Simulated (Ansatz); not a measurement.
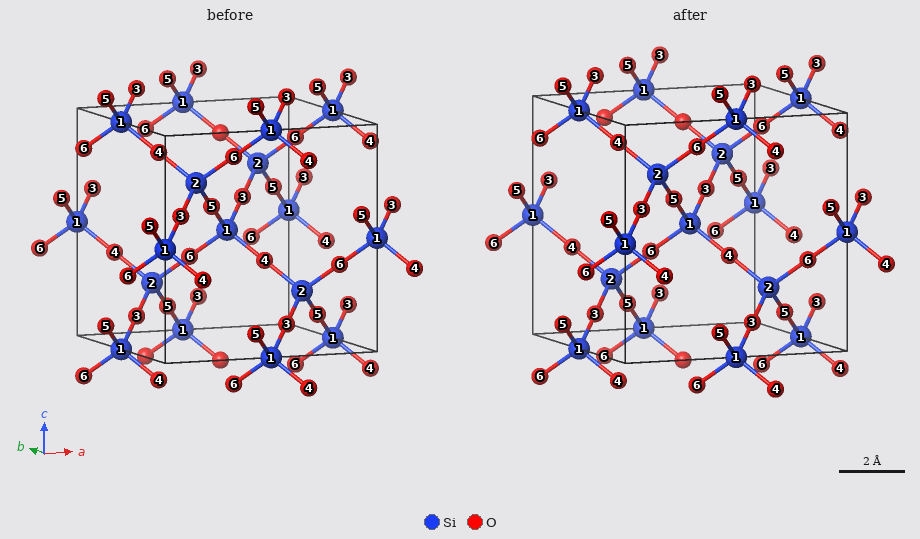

The structure of a crystal of SiO2 (set up in Fd-3m) (coarse preliminary run) before (left) and after (right) a relaxation, at one scale.

A ball-and-stick model of the conventional cell (4 times the calculation's cell), seen slightly off an axis. Lengths and directions refer to the drawn axes.

The calculation used DFT PBE, scalar-relativistic, plane waves, PAW (Ansatz 0.2.0).

Input
```yaml
crystal:
  lattice:
    - [0.0, 3.56, 3.56]
    - [3.56, 0.0, 3.56]
    - [3.56, 3.56, 0.0]
  atoms:
    - { symbol: Si, position: [0.5, 0.5, 0.5] }
    - { symbol: Si, position: [0.75, 0.75, 0.75] }
    - { symbol: O, position: [0.625, 0.625, 0.625] }
    - { symbol: O, position: [0.125, 0.625, 0.625] }
    - { symbol: O, position: [0.625, 0.625, 0.125] }
    - { symbol: O, position: [0.625, 0.125, 0.625] }
basis:
  ecutwfc: 420
kpoints:
  mp_grid: { grid: [6, 6, 6] }
hamiltonian:
  xc: pbe
scf:
  occupations: { method: gaussian, width: 0.1 }
output:
  forces: true
  stress: true
  eigenvalues: true
relax:
  adjacent_minimum: "off"
  f_tol: 0.05
  max_steps: 80
  cell: { stress_tol: 0.5 }
```

Run as
```bash
ansatz run input.yaml --threads 1 --pin off --max-ram 2560MiB --backend cpu --events-out ev --progress --plain --runs-dir out
```

**Describe what moved and what it gained.**

No atom moves by more than 0.005 Å relative to the cell. Cell: a = b = c 7.120 → 7.458 Å (+4.8 %). Volume +14.9 %. Near-neighbour distances that change, for instance: Si1–O3 1.542 → 1.615 Å. The space group stays Fd-3m (No. 227). The energy falls by 169 meV per atom in 4 accepted moves (6 points after the start). All forces vanish by symmetry, so only the cell relaxes. The pressure goes from 26.82 to 0.14 GPa. The SCF was repeated twice at an unchanged geometry on a basis and grid sized afresh for the cell, which shifted the energy by 13.6 meV per atom at most.
